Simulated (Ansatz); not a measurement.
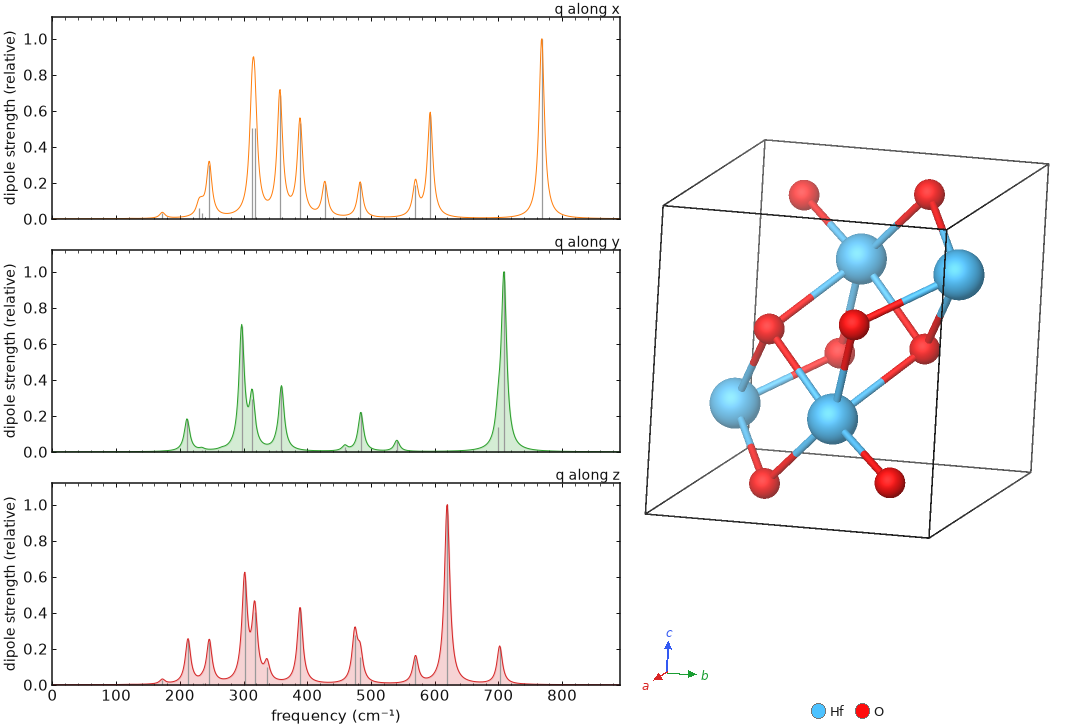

Plotted: polar optical modes, transverse and longitudinal, for each direction of approach to the zone centre for HfO₂, space group P2_1/c (No. 14). Lines are broadened by Lorentzians of 10 cm⁻¹ full width; each panel is scaled to its strongest line. The conventional cell is drawn beside the plot.

Starting cell:
```yaml
crystal:
  lattice:
    - [5.16125, 0.00000, -0.01582]
    - [0.00000, 5.21172, 0.00000]
    - [-0.88204, 0.00000, 5.27923]
  atoms:
    - { symbol: Hf, position: [0.27574, 0.04289, 0.20837] }
    - { symbol: Hf, position: [0.72426, 0.54289, 0.29163] }
    - { symbol: Hf, position: [0.72426, 0.95711, 0.79163] }
    - { symbol: Hf, position: [0.27574, 0.45711, 0.70837] }
    - { symbol: O, position: [0.44917, 0.75720, 0.47662] }
    - { symbol: O, position: [0.55083, 0.25720, 0.02338] }
    - { symbol: O, position: [0.55083, 0.24280, 0.52338] }
    - { symbol: O, position: [0.44917, 0.74280, 0.97662] }
    - { symbol: O, position: [0.06711, 0.32857, 0.34850] }
    - { symbol: O, position: [0.93289, 0.82857, 0.15150] }
    - { symbol: O, position: [0.93289, 0.67143, 0.65150] }
    - { symbol: O, position: [0.06711, 0.17143, 0.84850] }
```

Computed with Ansatz 0.2.0: optical phonons of an insulator on the approach to the zone centre along x, y and z with the field of polar modes, imaginary frequencies are negative, field response on a mesh refined by the program; plane waves with PAW datasets. Level: PBE, no spin polarisation.

- wave cutoff: 420 eV
- k mesh: 6×6×6
- occupations: fixed
- pressure: 0 GPa

### Where do the polar lines stronger than 2 % of the strongest lie for each direction?

Along x the polar lines lie at 172.5, 230.0, 234.6, 246.1, 313.5, 317.4, 357.0, 388.6, 427.5, 482.9, 569.8, 592.8, 767.9 cm⁻¹; along y the polar lines lie at 211.2, 296.9, 313.5, 359.4, 458.9, 483.9, 540.5, 699.6, 708.6 cm⁻¹; along z the polar lines lie at 172.5, 212.7, 246.1, 301.6, 317.4, 336.7, 388.6, 474.5, 482.9, 569.8, 619.4, 701.9 cm⁻¹.
